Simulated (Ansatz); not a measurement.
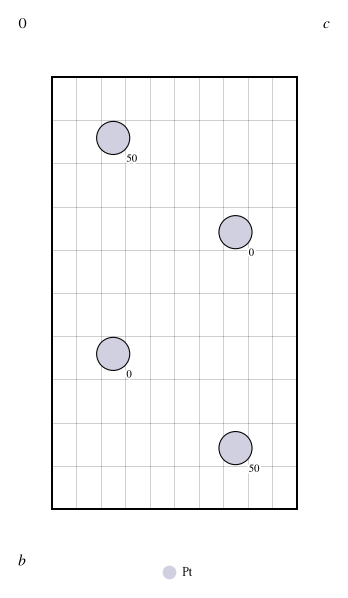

Plan of a unit cell projected along a (b down the page, c across); the numbers are heights in hundredths of a, and atoms on the cell's edges are repeated. The grid marks tenths of b and c. Source: the input geometry of an electronic-structure calculation (not necessarily at equilibrium); the starting structure was generated, so it need not be a known form of this composition. All values are computed from the atomic coordinates in the standard setting (tolerance 0.002 Å).

a = 2.730 Å, b = 6.572 Å, c = 3.723 Å, α = 90.00°, β = 90.00°, γ = 90.00°.

What does the cell contain?

Answer. 4 Pt: Pt, Z = 4.

Which space group?

Answer. Cmcm, No. 63, C-centred orthorhombic.

Give the independent sites, coordinates to two places.

Answer.
```json
{"atom": "Pt", "site": "4c", "symmetry": "m2m", "x": "0.50", "y": "0.14", "z": "0.25"}
```
